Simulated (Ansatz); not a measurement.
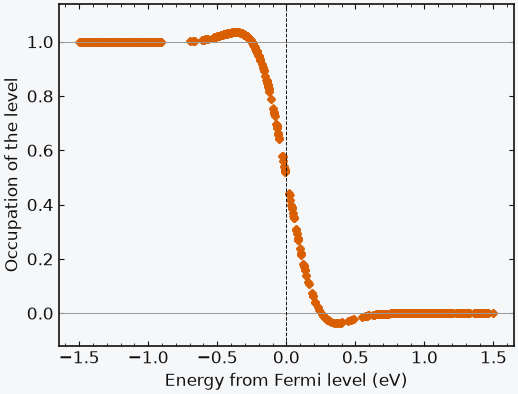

Occupations of the one-electron levels of the k mesh against their energy, from a run on CoO, space group P3m1 (No. 156), 4 atoms in the cell, with Ansatz.

Q: Which smearing scheme was used (Fermi-Dirac, Gaussian, Methfessel-Paxton or cold), and about what width?

A: Methfessel-Paxton smearing with a width of 0.3 eV. The occupations overshoot on both sides, up to 1.035 below the Fermi level and down to −0.035 above it; for the first-order scheme these extremes (±0.035) lie 1.22 widths, here 0.37 eV, from the Fermi level.

Q: Is that width safe?

A: It is wide: energies, forces and moments pick up smearing errors, and small gaps get partly filled, so it should be reduced or extrapolated to zero width.
